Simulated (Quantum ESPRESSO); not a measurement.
System: Gd, space group Im-3m (No. 229).

The given structure:
```yaml
crystal:
  lattice:
    - [-2.02500, 2.02500, 2.02500]
    - [2.02500, -2.02500, 2.02500]
    - [2.02500, 2.02500, -2.02500]
  atoms:
    - { symbol: Gd, position: [0.00000, 0.00000, 0.00000] }
```

How it was computed, with Quantum ESPRESSO 7.5: plane-wave DFT, collinear spins; energies at scaled volumes of the given cell, shape and fractions fixed, counted from the fit's minimum, third-order Birch-Murnaghan fit. Level: PBE, collinear spin.

k mesh 9×9×9; occupations Fermi–Dirac; smearing width 0.05 eV; potentials SSSP 1.3 efficiency PBE; wave cutoff 748.3 eV; density cutoff 5987 eV.

What does the calculation give for the energy, pressure and cell moment against volume? The volume takes the values 31.22, 31.89, 32.55, 33.22, 33.88, 34.54, 35.21 Å³/atom.

A third-order Birch–Murnaghan fit gives V0 = 33.13 Å³/atom, B0 = 33.5 GPa and B′ = 3.8. The energy is 12.58 meV/atom at volume 31.22 Å³/atom and 12.40 meV/atom at 35.21 Å³/atom; the lowest computed point is at volume 33.22 Å³/atom (0.03 meV/atom). The pressure falls from 2.19 GPa at volume 31.22 Å³/atom to −1.92 GPa at 35.21 Å³/atom, and changes sign near 33.12 Å³/atom. The cell moment rises from 7.59 μB at volume 31.22 Å³/atom to 7.65 μB at 35.21 Å³/atom.

```
volume (Å³/atom)  energy (meV/atom)  pressure (GPa)  cell moment (μB)
           31.22              12.58            2.19              7.59
           31.89               5.16            1.34              7.60
           32.55               1.08            0.57              7.61
           33.22               0.03           -0.10              7.62
           33.88               1.72           -0.79              7.63
           34.54               5.91           -1.35              7.64
           35.21              12.40           -1.92              7.65
```

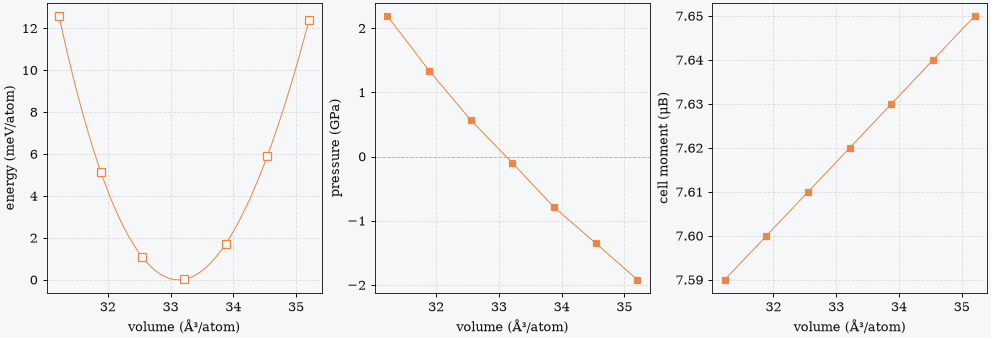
